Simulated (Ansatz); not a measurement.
## Electronic structure of AlGa3As4 in real space

Input

```
crystal:
  lattice:
    - [4.0123053743, 0.0, 0.0]
    - [0.0, 4.0103010711, 5.6646705986]
    - [0.0, -4.0103010711, 5.6646705986]
  atoms:
    - { symbol: Al, position: [0.0, 0.0004024272, 0.0004024272] }
    - { symbol: Ga, position: [0.5, 0.0003885069, 0.4996264072] }
    - { symbol: Ga, position: [0.5, 0.4996264072, 0.0003885069] }
    - { symbol: Ga, position: [0.0, 0.49968973, 0.49968973] }
    - { symbol: As, position: [0.5, 0.124690215, 0.124690215] }
    - { symbol: As, position: [0.0, 0.1247619215, 0.6254947796] }
    - { symbol: As, position: [0.0, 0.6254947796, 0.1247619215] }
    - { symbol: As, position: [0.5, 0.6249460126, 0.6249460126] }
kpoints:
  mp_grid: { grid: [4, 2, 2] }
  band_path:
    path:
      - [0.0, 0.0, 0.0]
      - [0.0, 0.5, 0.5]
      - [0.0, 0.6247018543, 0.3752981457]
      - [0.0, 0.3752981457, -0.3752981457]
      - [0.5, 0.0, 0.0]
      - [0.5, 0.3752981457, -0.3752981457]
      - [0.5, 0.6247018543, 0.3752981457]
      - [0.5, 0.5, 0.5]
      - [0.0, 0.5, 0.0]
    npoints: 1
hamiltonian:
  xc: hse06
scf:
  occupations: { method: fixed }
  n_extra_bands: 6
output:
  forces: true
  stress: true
  eigenvalues: true
  write_density: true
  write_potential: true
  elf: true
  volumetric_format: npy
```

Command:

```sh
ansatz run input.yaml --threads 4 --pin off --max-ram 6451MiB --backend cpu --events-out ev --progress --plain --runs-dir out
```

Below, planes, directions and counts refer to the conventional cell (a = 4.01 Å, b = 8.02 Å, c = 11.33 Å, α = 90.00°, β = 90.00°, γ = 90.00°).

Space group Amm2; started from the ordered alloy on zincblende lattice prototype, which need not be the ambient phase.

These are results of DFT, HSE06, plane waves, PAW in Ansatz, not measurements.

Core electrons are frozen (PAW), and the valence fields are smoothed inside the atomic spheres.

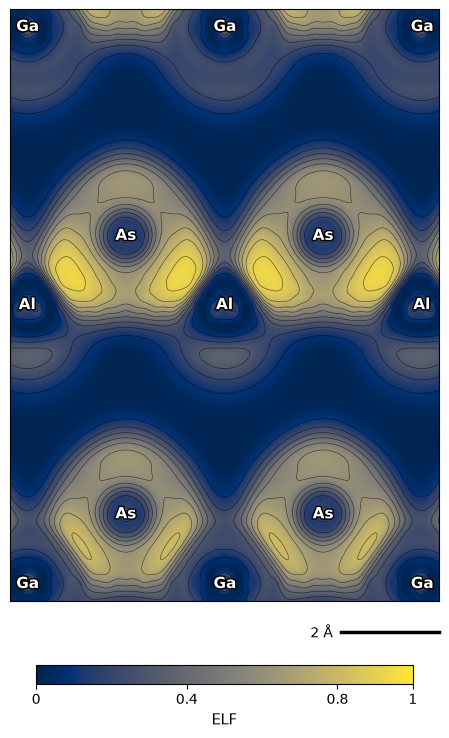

Figure 1. ELF on the (010) plane of the conventional cell.

Question: What does the map show?

Answer: Atoms in the plane: Al, Ga and As.
Al–As (2.45 Å): the ELF peaks at about 0.95 between the atoms; a shared electron pair.
Ga–As (2.46 Å): the ELF peaks at about 0.80 between the atoms (a covalent bond).

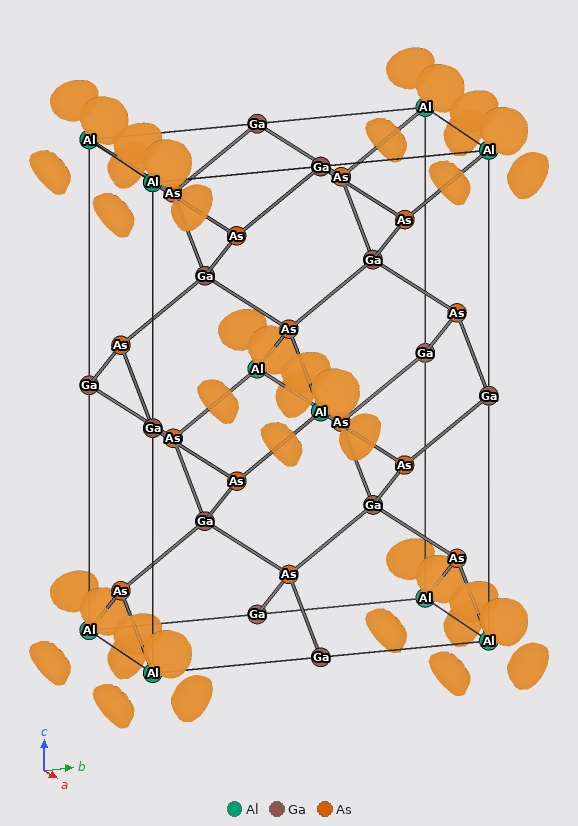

Figure 2. Isosurface of the ELF at 0.85 (orange), seen slightly off an axis. Core shells and regions of very low density are left out. Sticks mark near contacts.

Question: What do the ELF domains correspond to?

Answer: The ELF exceeds this value in eight regions between bonded Al–As atoms (shared pairs), counted in one cell of 16 atoms. Any copies at cell faces, edges or corners count once. Along the contacts the grid gives the following. Ga–As (2.45 Å): the ELF peaks at about 0.80 between the atoms: a covalent bond.

Question: Metal or insulator at this level of theory?

Answer: It is gapped, with a Kohn–Sham gap of 1.6 eV on the k-point mesh (the band edges may lie off the mesh, which would make the gap smaller).
